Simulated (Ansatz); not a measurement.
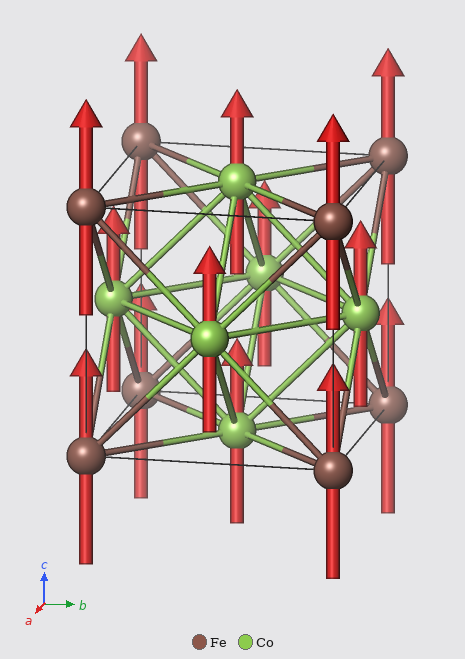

Structure drawing (ball-and-stick), viewed slightly off an axis. Atoms at the boundary of the simulation cell (the box) are drawn once for each face, edge or corner they touch. Arrows are the site magnetic moments above 0.25 μB; longer means larger, and red and blue are up and down (without spin-orbit coupling the axis itself is arbitrary).

This is the state reached for FeCo3. Electronic-structure method: Ansatz 0.2.0, DFT PBEsol, scalar-relativistic, plane waves, PAW. Parameters: 420 eV cutoff, 14×14×14 k-mesh, Gaussian smearing of 0.15 eV, collinear spins.

Q: Which kind of magnetic order is this?

A: Ferromagnetic (within this cell). Site moments: 1 Fe +2.4 μB and 3 Co +1.5 to +1.6 μB. The net spin moment of the whole cell is 6.9 μB.

Provenance: a structure listed in the Materials Project. The cell was then strained or its atoms displaced on purpose. Ansatz was used for an electronic-structure calculation on it.

At this level of theory the cell isn't at rest (compressed, at 10 GPa), so its distances can differ from those at equilibrium, the more so the softer the solid, and its magnetic state may change on relaxation.
